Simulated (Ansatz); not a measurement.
## Electronic structure of Al₂₄O₃₅ (cell with a defect) in real space

Al₂₄O₃₅ (cell with a defect), 59 atoms, a = 8.33 Å, b = 8.55 Å, c = 8.55 Å, α = 115.07°, β = 99.34°, γ = 99.34°.

All numbers below come from Ansatz, DFT PBE, scalar-relativistic, plane waves, PAW.

Core electrons are frozen (PAW), and the valence fields are smoothed inside the atomic spheres.

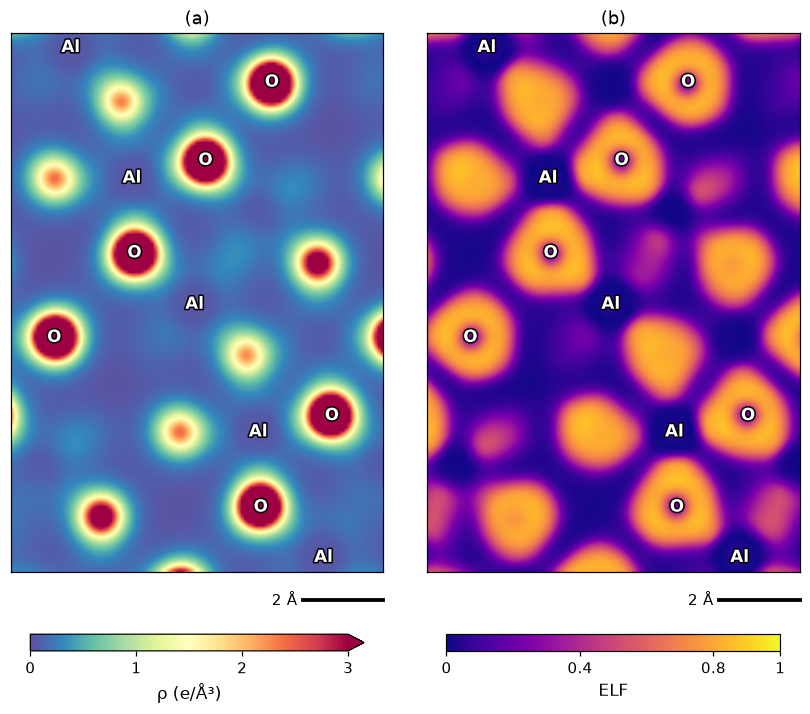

Figure 1. (a) valence electron density; (b) electron localisation function on the (110) plane of the calculation cell.

Q: Read the bonding off the picture.

A: The section cuts through Al and O sites. Atoms just off the plane (Al, 0.4 Å away and O, 0.4 Å away) can leave unmarked features too. Al–O (1.87 Å): ρ is about 0.63 e/Å³ halfway; the ELF peaks at about 0.85 in the valence shell of O, 0.7 Å from its nucleus, and is about 0.85 at the midpoint. Al–O (1.97 Å): ρ is about 0.52 e/Å³ halfway; the ELF peaks at about 0.85 in the valence shell of O, 0.7 Å from its nucleus, and is about 0.75 at the midpoint. Al–O (2.00 Å): ρ at the midpoint is about 0.48 e/Å³; the ELF peaks at about 0.85 in the valence shell of O, 0.7 Å from its nucleus, and is about 0.75 at the midpoint. Between the atoms the lowest density in this plane is 0.03 e/Å³.

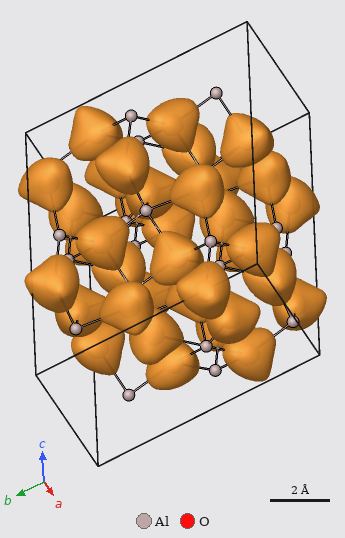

Figure 2. Isosurface of the ELF at 0.7 (orange), seen at an oblique angle. Core shells and regions of very low density are left out. Sticks mark near contacts.

Q: Describe the localisation domains.

A: The ELF exceeds this value in 35 regions on O in which the atom's valence shell and bonds are merged and one pocket between the atoms, centred on no nucleus (multi-centre or interstitial), counted in one cell of 59 atoms. Regions shared between cells count once. Profiles from the grid: Al–O (1.86 Å): the ELF peaks at about 0.85 in the valence shell of O, 0.7 Å from its nucleus, and is about 0.80 at the midpoint.

Q: Metal or insulator at this level of theory?

A: It is gapped, with a Kohn–Sham gap of 4.2 eV on the k-point mesh (the band edges may lie off the mesh, which would make the gap smaller).
